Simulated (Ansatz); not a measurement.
# CdSiP2: what the fields show

Input

```
crystal:
  lattice:
    - [-2.8622470355, 2.8622470355, 5.2898076032]
    - [2.8622470355, -2.8622470355, 5.2898076032]
    - [2.8622470355, 2.8622470355, -5.2898076032]
  atoms:
    - { symbol: Cd, position: [0.75, 0.25, 0.5] }
    - { symbol: Cd, position: [0.0, 0.0, 0.0] }
    - { symbol: Si, position: [0.5, 0.5, 0.0] }
    - { symbol: Si, position: [0.25, 0.75, 0.5] }
    - { symbol: P, position: [0.875, 0.8293962032, 0.4543962032] }
    - { symbol: P, position: [0.1706037968, 0.625, 0.0456037968] }
    - { symbol: P, position: [0.375, 0.4206037968, 0.5456037968] }
    - { symbol: P, position: [0.5793962032, 0.125, 0.9543962032] }
basis:
  ecutwfc: 420
kpoints:
  mp_grid: { grid: [8, 8, 8] }
hamiltonian:
  xc: pbesol
scf:
  occupations: { method: gaussian, width: 0.02 }
output:
  forces: true
  stress: true
  eigenvalues: true
  write_density: true
  write_potential: true
  elf: true
  volumetric_format: npy
relax:
  adjacent_minimum: "off"
  f_tol: 0.005
  max_steps: 50
  cell: { stress_tol: 0.05 }
```

Command:

```sh
ansatz run input.yaml --threads 4 --pin off --max-ram 10240MiB --backend cpu --events-out ev --progress --plain --runs-dir out
```

Below, planes, directions and counts refer to the conventional cell (a = 5.64 Å, b = 5.64 Å, c = 10.50 Å, α = 90.00°, β = 90.00°, γ = 90.00°).

The fields are those of the run's last geometry, not of the input's.

Space group I-42d; a structure from a database of computed crystals, not necessarily the ambient phase.

Method: DFT PBEsol, scalar-relativistic, plane waves, PAW in Ansatz.

The density is the valence pseudo-density of a PAW calculation; it isn't the true density close to the nuclei.

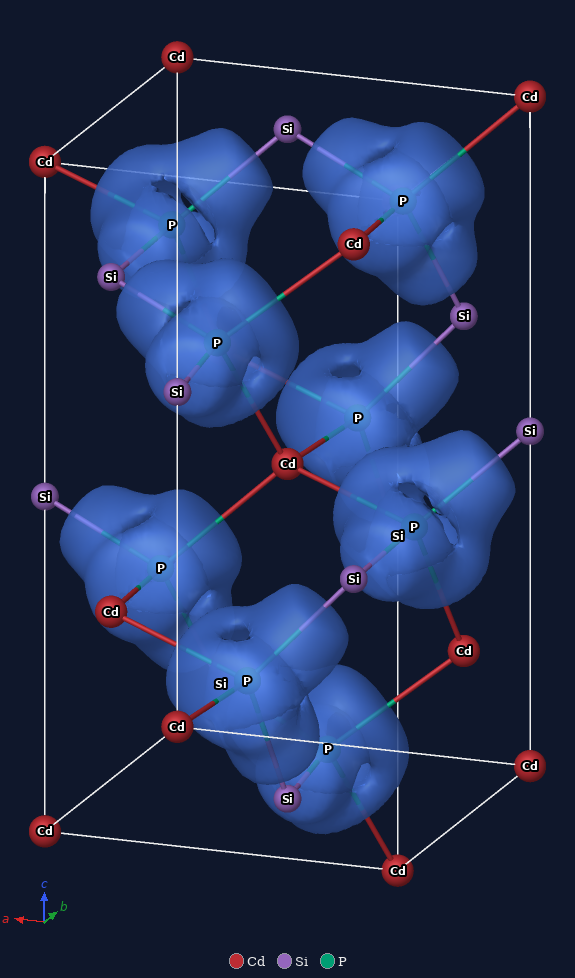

Figure 1. Isosurface of the ELF at 0.7 (blue), seen at an oblique angle. Core shells and regions of very low density are left out. Sticks mark near contacts.

Q: Identify the bonds, lone pairs and shells in this picture.

A: At this value the surface marks out eight regions on P in which the atom's valence shell and bonds are merged, counted in one cell of 16 atoms. Regions shared between cells count once. Along the contacts the grid gives the following. Si–P (2.25 Å): the ELF peaks at about 0.95 between the atoms, as expected for localised, covalent bonding. Cd–P (2.54 Å): the ELF peaks at about 0.90 in the valence shell of P, 0.8 Å from its nucleus, and is about 0.40 at the midpoint.

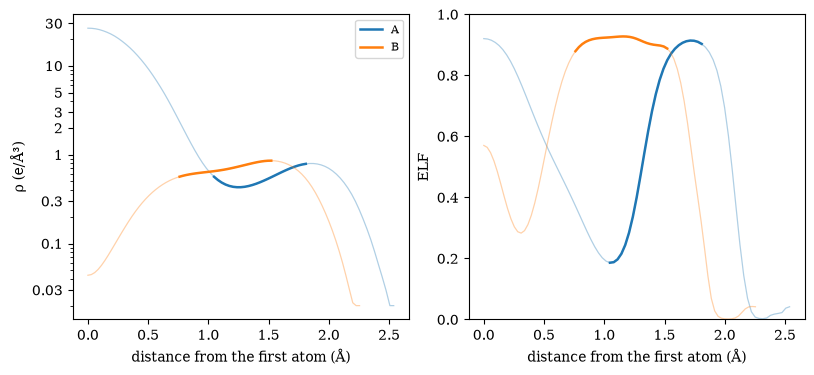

Figure 2. Valence electron density and ELF along straight lines between neighbouring atoms. Thin, pale parts lie inside the atomic spheres.

Q: Which curve belongs to which contact (Cd–P and Si–P)? The first atom named is at distance zero.

A: Curve A: Cd–P (2.54 Å): the density is about 0.43 e/Å³ at the midpoint; the ELF peaks at about 0.90 in the valence shell of P, 0.8 Å from its nucleus, and is about 0.40 at the midpoint. Curve B: Si–P (2.25 Å): the density is about 0.68 e/Å³ at the midpoint; the ELF peaks at about 0.95 between the atoms (a covalent bond).

Q: Does the calculation give a band gap?

A: It is gapped, with a Kohn–Sham gap of 1.2 eV on the k-point mesh, an upper bound to the gap of this method.
